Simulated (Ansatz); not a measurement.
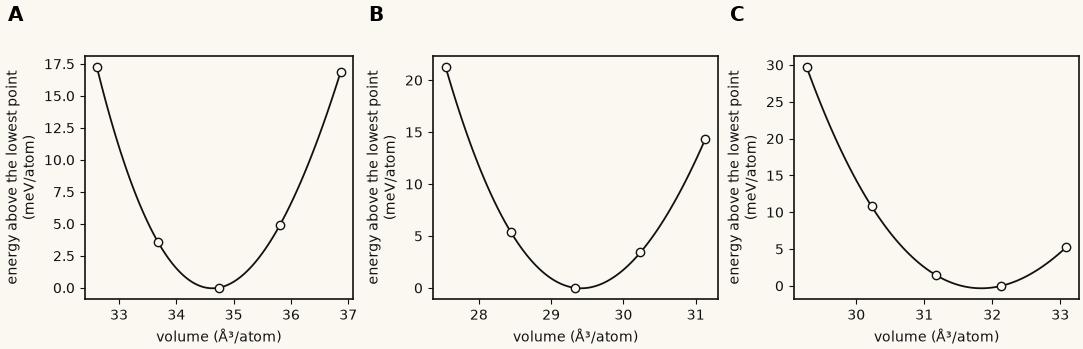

Each panel shows the energy above the lowest point against volume for one of these solids: Pb, Fm-3m (No. 225); PbSe, Fm-3m (No. 225); TePb, Fm-3m (No. 225).

Computed with Ansatz 0.2.0 development build: equation of state of a cubic crystal from periodic Kohn-Sham density functional theory without spin, third-order Birch-Murnaghan fit to the free energies; pressure corrected for the finite basis. Level: HSE06, no spin-orbit coupling.

Match the panels to the solids.

Answer. A is TePb (energy above the lowest point from 0.0 meV/atom to 17.2 meV/atom, V0 34.63 Å³/atom, B0 42.1 GPa); B is PbSe (energy above the lowest point from 0.0 meV/atom to 21.3 meV/atom, V0 29.42 Å³/atom, B0 50.8 GPa); C is Pb (energy above the lowest point from 0.0 meV/atom to 29.7 meV/atom, V0 31.84 Å³/atom, B0 39.4 GPa).

For Pb, limits of the calculation: modest k-mesh, values are not fully converged in k; no spin-orbit coupling with 6p elements.

For PbSe, limits of the calculation: modest k-mesh, values are not fully converged in k; no spin-orbit coupling with 6p elements.

For TePb, limits of the calculation: modest k-mesh, values are not fully converged in k; no spin-orbit coupling with 6p elements.
